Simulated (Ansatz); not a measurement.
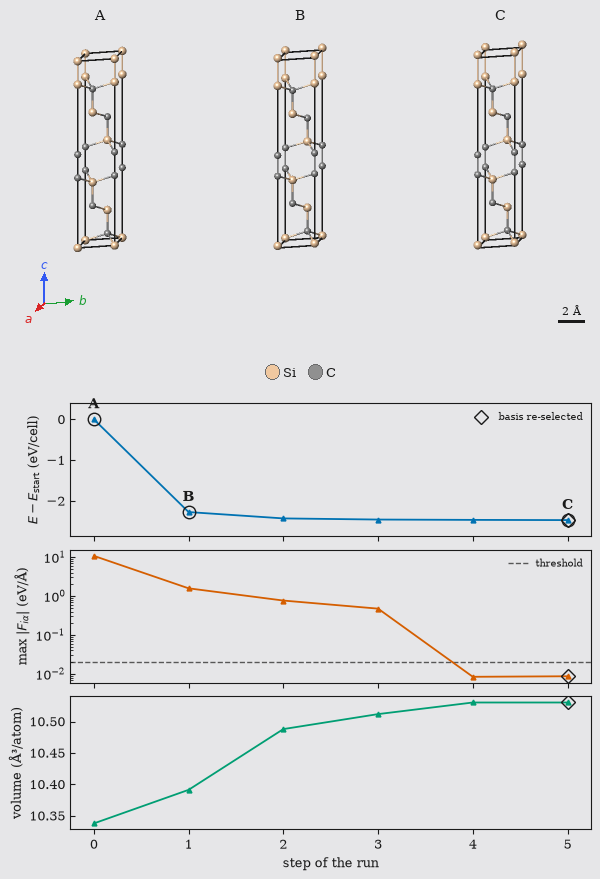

Frames of a relaxation of an interface cell of composition SiC, marked on the history of the run. The picture is a ball-and-stick view of the cell of the calculation, seen slightly off an axis.

Case: antiphase boundary on (1 1 1), species swapped.

These are results of Ansatz, DFT PBEsol, scalar-relativistic, plane waves, PAW, not measurements.

The input:
```yaml
crystal:
  lattice:
    - [3.0807515649, 0.0, 0.0]
    - [-1.5403757825, 2.668009118, 0.0]
    - [0.0, 0.0, 15.0925387168]
  atoms:
    - { symbol: Si, position: [0.0, 0.0, 0.0] }
    - { symbol: C, position: [0.6666666667, 0.3333333333, 0.2083333333] }
    - { symbol: C, position: [0.3333333333, 0.6666666667, 0.0416666667] }
    - { symbol: Si, position: [0.3333333333, 0.6666666667, 0.1666666667] }
    - { symbol: Si, position: [0.6666666667, 0.3333333333, 0.3333333333] }
    - { symbol: C, position: [0.0, 0.0, 0.375] }
    - { symbol: C, position: [1.0, 0.0, 0.5] }
    - { symbol: Si, position: [0.6666666667, 0.3333333333, 0.7083333333] }
    - { symbol: Si, position: [0.3333333333, 0.6666666667, 0.5416666667] }
    - { symbol: C, position: [0.3333333333, 0.6666666667, 0.6666666667] }
    - { symbol: C, position: [0.6666666667, 0.3333333333, 0.8333333333] }
    - { symbol: Si, position: [0.0, 0.0, 0.875] }
basis:
  ecutwfc: 420
kpoints:
  mp_grid: { grid: [12, 12, 2] }
hamiltonian:
  xc: pbesol
scf:
  occupations: { method: gaussian, width: 0.05 }
output:
  forces: true
  stress: true
  eigenvalues: true
  populations: true
relax:
  adjacent_minimum: "off"
  f_tol: 0.02
  max_steps: 45
  cell: { fix: [a, b, alpha, beta, gamma], stress_tol: 0.1 }
```

Command:
```bash
ansatz run input.yaml --threads 2 --pin off --max-ram 5120MiB --backend cpu --events-out ev --progress --plain --runs-dir out
```

What happens along the run?

Answer. After 4 accepted moves (5 points after the start) the energy has fallen by 2.472 eV per cell of the calculation. The largest force component goes from 11 to 0.0087 eV/Å. The pressure goes from 8.58 to 0.29 GPa. At 1 point the geometry stayed and the basis and grid were re-selected for the new cell (energy shift of 5.0 meV per cell of the calculation at most each time). The largest moves relative to the cell, 0.23 Å, are those of Si1, C3, C11 and Si12. C11 goes along −c. Largest moves by element: C 0.23 Å, Si 0.23 Å. The drawn cell changes as follows: a = b unchanged at 3.081 Å, c 15.093 → 15.374 Å (+1.9 %); the volume changes by +1.9 %. Among the contacts that change: Si1–Si12 1.887 → 2.381 Å, C6–C7 1.887 → 1.607 Å, C7–Si9 1.887 → 1.895 Å, C11–Si12 1.887 → 1.891 Å. Cost: 89 s on 2 threads of Intel(R) Xeon(R) Processor @ 2.50GHz (Skylake/Cascade Lake) (shared host), peak memory 0.52 GiB. From step 0 to 1: C atoms move most (0.19 Å), volume +0.5 %, energy −2.275 eV per cell of the calculation. From step 1 to 5: Si atoms move most (0.06 Å), volume +1.3 %, energy −0.197 eV per cell of the calculation.
